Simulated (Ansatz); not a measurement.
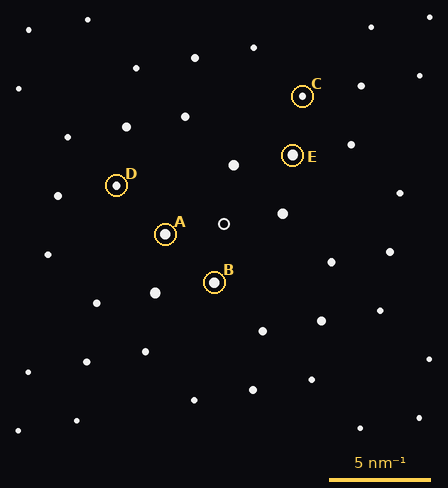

Computed electron diffraction pattern, 200 kV, single scattering only, B = 0.5 Å². The zone axis points towards the electron source and the pattern is seen from the source side.

Pt, space group Fd-3m (No. 227), a = 5.82 Å. Structure: the geometry relaxed with DFT, revPBE, plane waves (420 eV) with PAW, scalar-relativistic (Ansatz 0.2.0); the starting structure was generated, so it need not be a known form of this composition.

```
Pt
1.0
     5.81509    0.00000    0.00000
     0.00000    5.81509    0.00000
     0.00000    0.00000    5.81509
Pt
8
Direct
  0.75000 0.75000 0.75000
  0.00000 0.50000 0.00000
  0.75000 0.25000 0.25000
  0.00000 0.00000 0.50000
  0.25000 0.75000 0.25000
  0.50000 0.50000 0.50000
  0.25000 0.25000 0.75000
  0.50000 0.00000 0.00000
```

Spot A is indexed -1 1 -1 and spot B -1 1 1.

### Index the other marked spots.

C = −A − 2B = 3 -3 -1 (d = 1.334 Å). D = 2A − B = -1 1 -3 (d = 1.753 Å). E = −A − B = 2 -2 0 (d = 2.056 Å).

### Which zone axis is this?

The cross product of A and B is parallel to [110]; every spot obeys hu + kv + lw = 0.
